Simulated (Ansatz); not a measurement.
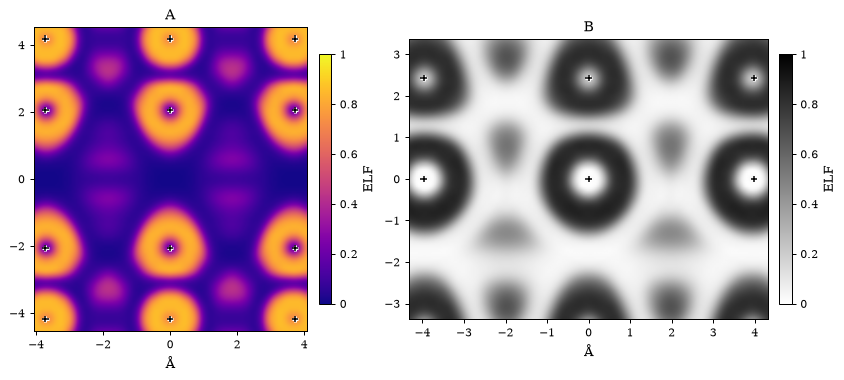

The electron localisation function of 2 systems, each on a plane through atoms (crosses mark nuclei in the plane).

All numbers below come from DFT, HSE06, plane waves, PAW in Ansatz 0.2.0.

System 1: La2O3, the (010) plane of the conventional cell. Space group P-3m1; a structure from a database of computed crystals, not necessarily the ambient phase; started from the database structure prototype, which need not be the ambient phase; changed on purpose from its base cell (epitaxial xy strain +1.0%); computed pressure about −3 GPa in this cell.

```
CELL_PARAMETERS angstrom
3.97445 0.00000 0.00000
-1.98723 3.44198 0.00000
0.00000 0.00000 6.04760
ATOMIC_POSITIONS crystal
La 0.66667 0.33333 0.75424
La 0.33333 0.66667 0.24576
O 0.66667 0.33333 0.35230
O 0.33333 0.66667 0.64770
O 0.00000 0.00000 0.00000
```

System 2: HfO2, the (010) plane of the conventional cell. Space group R-3m; started from the fluorite prototype, which need not be the ambient phase; changed on purpose from its base cell (epitaxial 111 strain +4.0%); computed pressure about −8 GPa in this cell.

### Which map belongs to which system?

Panel A is system 2, HfO2: the plane holds Hf and O. Hf–O (2.13 Å): the ELF peaks at about 0.85 in the valence shell of O, 0.6 Å from its nucleus, and drops to about 0.20 between the two atoms; no localised pair shows between them. Panel B is system 1, La2O3: the plane holds La and O. La–O (2.43 Å): the ELF is about 0.25 at the midpoint; a closed-shell, largely ionic contact.
